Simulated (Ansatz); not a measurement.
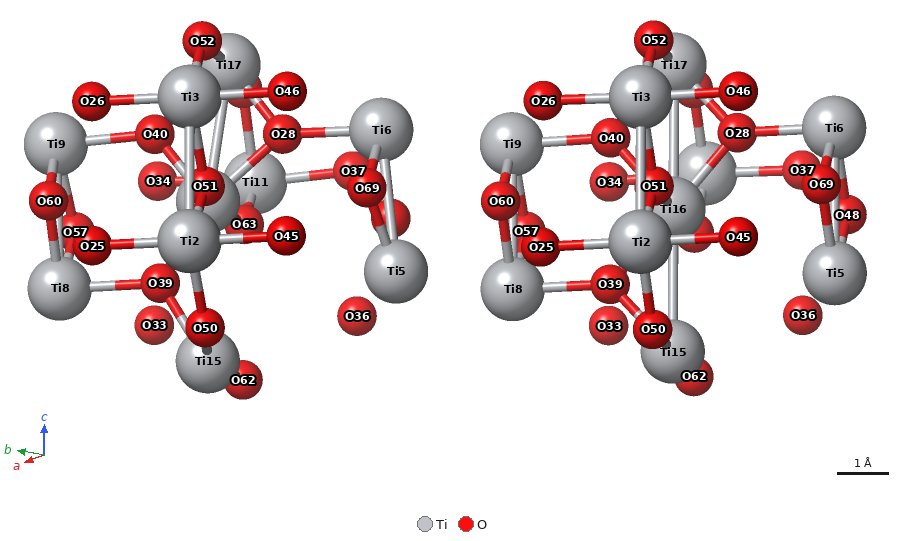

Two geometries of a defect cell of composition Ti₂₃O₄₇, drawn at one scale. One is the start of a relaxation, the other its converged end. The picture is a ball-and-stick view of the atoms within 4.2 Å of the atom that moves most (axes of the cell of the calculation (origin shifted)), seen from a free direction.

The calculation used Ansatz 0.2.0, DFT, PBEsol, PAW, plane waves. Set-up: plane-wave cutoff 420 eV; k-point mesh 1 × 1 × 1; mesh shifted by (0.25, 0.25, 0.25); collinear spin; atoms relaxed in a fixed cell; force threshold 0.03 eV/Å; at most 80 steps.

Question: Which geometry has the lower energy?

Answer: The left one is the relaxed one. The energy falls by 5.903 eV per cell of the calculation in 7 geometry steps. Largest force component: 4.1 eV/Å at the start, 0.018 eV/Å at the end. The largest move is that of a Ti atom, 0.33 Å roughly along [1 1 1]. Largest moves by element: Ti 0.33 Å, O 0.25 Å. The lattice vectors keep their values. Among the contacts that change: Ti–Ti 2.907 → 3.268 Å, O–Ti 2.048 → 1.837 Å, O–Ti 1.979 → 1.774 Å, Ti–Ti 2.959 → 2.804 Å. Among the angles between lasting bonds that change: O–Ti–O 179.9° → 157.6°, Ti–O–Ti 97.2° → 119.1°, Ti–Ti–O 138.7° → 157.7°. The program noted that the starting moments weren't kept.
